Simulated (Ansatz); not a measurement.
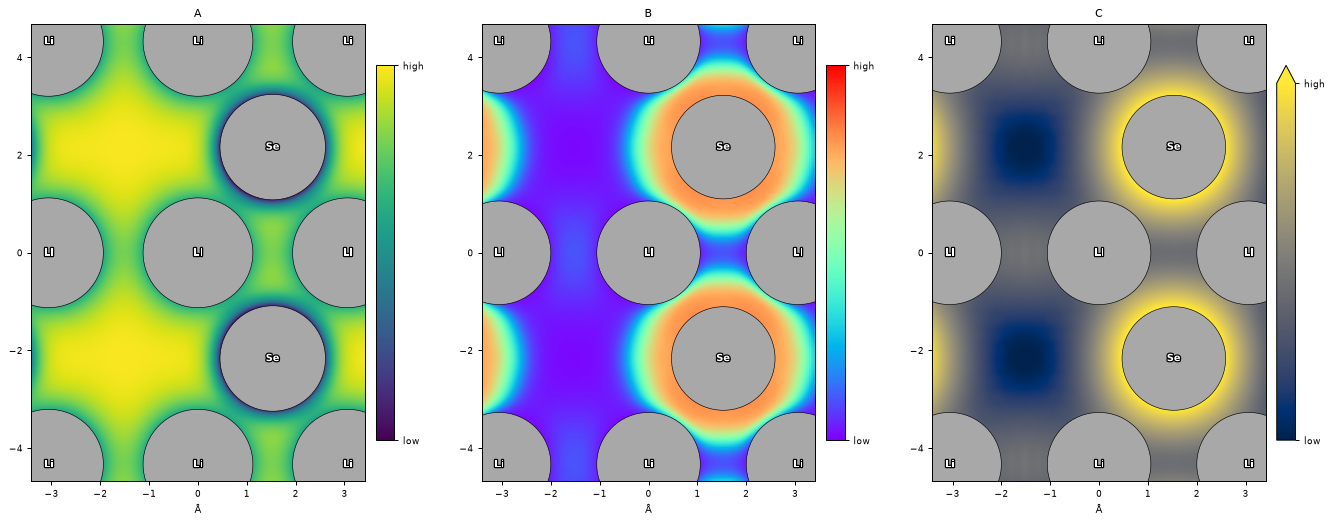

Li2Se: 3 fields on the (110) plane of the conventional cell, with unlabelled colour scales. Grey discs cover the atomic cores.

Space group Fm-3m; computed pressure about −4 GPa in this cell.

The calculation used DFT, LDA, PAW with Ansatz's default frozen-core files, scalar-relativistic in Ansatz 0.2.0.

```
Li Se
1.0
     6.12277    0.00000    0.00000
     0.00000    6.12277    0.00000
     0.00000    0.00000    6.12277
Li Se
8 4
Direct
  0.25000 0.25000 0.25000
  0.75000 0.75000 0.25000
  0.75000 0.25000 0.75000
  0.25000 0.75000 0.75000
  0.75000 0.25000 0.25000
  0.25000 0.75000 0.25000
  0.25000 0.25000 0.75000
  0.75000 0.75000 0.75000
  0.00000 0.00000 0.00000
  0.50000 0.50000 0.00000
  0.50000 0.00000 0.50000
  0.00000 0.50000 0.50000
```

Question: Match the panels to the quantities (electron localisation function, electrostatic potential energy of an electron and valence pseudo-density).

Answer: Panel A: electrostatic potential energy of an electron (low next to the atoms, rising into the space between them). Panel B: electron localisation function. Panel C: valence pseudo-density. From the grid: Li–Se (2.65 Å): ρ at the midpoint is about 0.24 e/Å³; the ELF is about 0.80 at the midpoint (an ionic contact with no shared pair).
